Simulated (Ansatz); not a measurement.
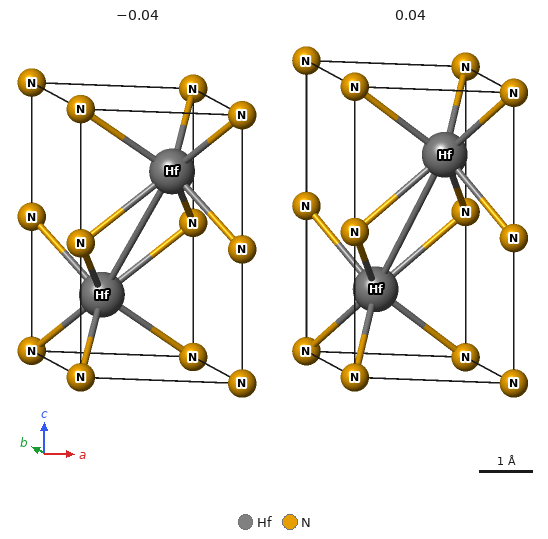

Crystalline HfN (set up in P6_3/mmc), under uniaxial strain along c (a, b relaxed, atoms fixed by symmetry), with energies (extrapolated to zero smearing) counted from the relaxed crystal, which is the row at zero. The picture shows the first and the last member. A ball-and-stick model of the cell of the calculation, seen slightly off an axis.

Computed with Ansatz 0.2.0: DFT PBE, scalar-relativistic, plane waves, PAW. Set-up: plane-wave cutoff 420 eV; k-point mesh 18 × 18 × 10; occupations gaussian; smearing width 0.1 eV; no spin polarisation; force threshold 0.008 eV/Å.

| strain | energy (meV/atom) | a (Å) | c (Å) |
| --- | --- | --- | --- |
| −0.04 | 31.33 | 3.183 | 5.233 |
| −0.02 | ? | ? | ? |
| 0.0 | 0.00 | 3.159 | 5.451 |
| 0.02 | 6.77 | 3.148 | 5.560 |
| 0.04 | 26.73 | 3.137 | 5.669 |

**Estimate the missing row from the others, and compare with the calculation.**

A parabola through three neighbouring rows (−0.04, 0.0, 0.02) gives, with Lagrange weights, (0.3333)(31.33) + (1.0000)(0.00) + (−0.3333)(6.77) = 8.19 meV/atom. The calculation gives 7.66 meV/atom (a = 3.171 Å, c = 5.342 Å). The estimate is 0.53 meV/atom too high. From the first member to the last: Hf–Hf 3.197 → 3.364 Å, Hf–Hf 3.183 → 3.137 Å, Hf–N 2.256 → 2.300 Å.

The whole series:

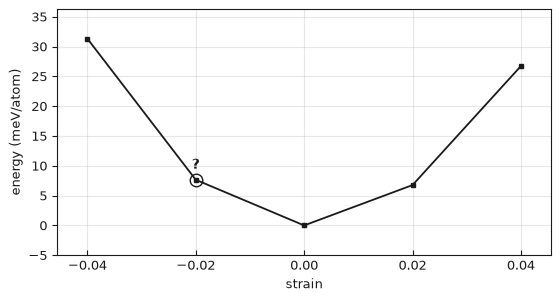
